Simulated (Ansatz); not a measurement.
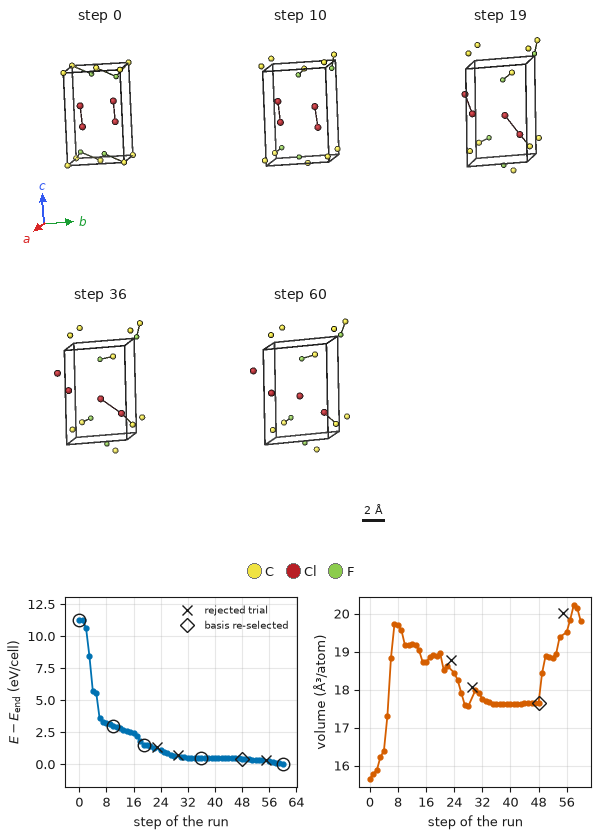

Frames of a relaxation of solid CCl$_{2}$F$_{2}$ (built on the CaGa2As2-166 type type), marked on the history of the run. A ball-and-stick model of the cell of the calculation, reduced to other axes, seen slightly off an axis. Lengths and directions refer to the drawn axes.

Case: shaken.

Level of theory: DFT, PBEsol, plane waves, PAW (Ansatz).

Input
```yaml
crystal:
  lattice:
    - [3.0529896513, 1.7109448293, 18.0418163242]
    - [-1.6278627749, 0.8817132855, 9.0358293442]
    - [-0.0279587139, -1.8788673391, 9.0425253651]
  atoms:
    - { symbol: C, position: [-0.0016072109, 0.0116918532, -0.0071579414] }
    - { symbol: Cl, position: [0.2363916024, 0.4493851643, 0.4697076184] }
    - { symbol: Cl, position: [0.2712809073, 0.5266813289, 0.5399787404] }
    - { symbol: F, position: [0.1461528307, 0.2900780752, 0.3131285802] }
    - { symbol: F, position: [0.350012345, 0.7094316987, 0.6934475275] }
    - { symbol: C, position: [0.4964775873, -0.0040666673, 0.0107585961] }
    - { symbol: Cl, position: [0.733528676, 0.4801987458, 0.4485497694] }
    - { symbol: Cl, position: [0.7765324914, 0.5496464327, 0.5128252396] }
    - { symbol: F, position: [0.6505115185, 0.3234960109, 0.2791480307] }
    - { symbol: F, position: [0.846963773, 0.702517691, 0.7027839934] }
kpoints:
  mp_grid: { grid: [4, 6, 6] }
hamiltonian:
  xc: pbesol
scf:
  occupations: { method: fermi_dirac, width: 0.05 }
relax:
  f_tol: 0.01
  cell: {}
  max_steps: 120
output:
  write_density: true
  write_potential: true
  elf: true
  volumetric_format: npy
```

Command:
```bash
ansatz run input.yaml --threads 2 --pin off --max-ram 2211MiB --backend cpu --events-out ev --progress --plain --runs-dir out
```

**Describe the path.**

The run was cut off at its time limit before the relaxation converged, so the last structure is only a point on the way. After 56 accepted moves (60 points after the start) the energy has fallen by 11.279 eV per cell of the calculation. The largest force component goes from 0.74 to 0.3 eV/Å. Pressure: 0.05 GPa at the start and −0.24 GPa at the end. The line search rejected the trial steps at points 23, 29, 55 of the run. At 1 point the geometry stayed and the basis and grid were re-selected for the new cell (energy shift of 0.111 eV per cell of the calculation at most each time). The largest move relative to the cell is that of Cl8, 2.81 Å along [0 −3 1]. By element the largest moves are Cl 2.81 Å, C 2.66 Å, F 2.28 Å. The drawn cell changes as follows: a 3.191 → 3.577 Å (+12.1 %), b 5.432 → 6.026 Å (+10.9 %), c 9.224 → 9.612 Å (+4.2 %), α 83.6° → 80.3°, β 80.3° → 77.4°, γ 89.8° → 94.0°; the volume changes by +26.5 %. Some distances before and after: C6–Cl8 5.822 → 1.745 Å, C6–Cl8 (another image) 4.941 → 2.294 Å, C1–Cl2 4.006 → 1.712 Å, C6–F10 2.014 → 4.008 Å. New bonds form, among them: C1–Cl2 (4.01 → 1.71 Å), C6–Cl8 (5.82 → 1.75 Å), Cl3–Cl7 (3.67 → 2.10 Å), F5–C6 (2.02 → 1.34 Å). Bonds break, among them: Cl2–Cl3 (1.96 → 2.72 Å), Cl7–Cl8 (1.98 → 3.21 Å). The space group stays P1 (No. 1). From step 0 to 10: F4 moves most (1.17 Å), volume +22.4 %, energy −8.302 eV per cell of the calculation. From step 10 to 19: Cl8 moves most (1.51 Å), volume −1.4 %, energy −1.429 eV per cell of the calculation. From step 19 to 36: Cl8 moves most (0.86 Å), volume −6.7 %, energy −1.037 eV per cell of the calculation. From step 36 to 60: Cl7 moves most (0.72 Å), volume +12.4 %, energy −0.512 eV per cell of the calculation.

Limits of the set-up: layers or molecules are held without a dispersion correction, so their spacing is unreliable.
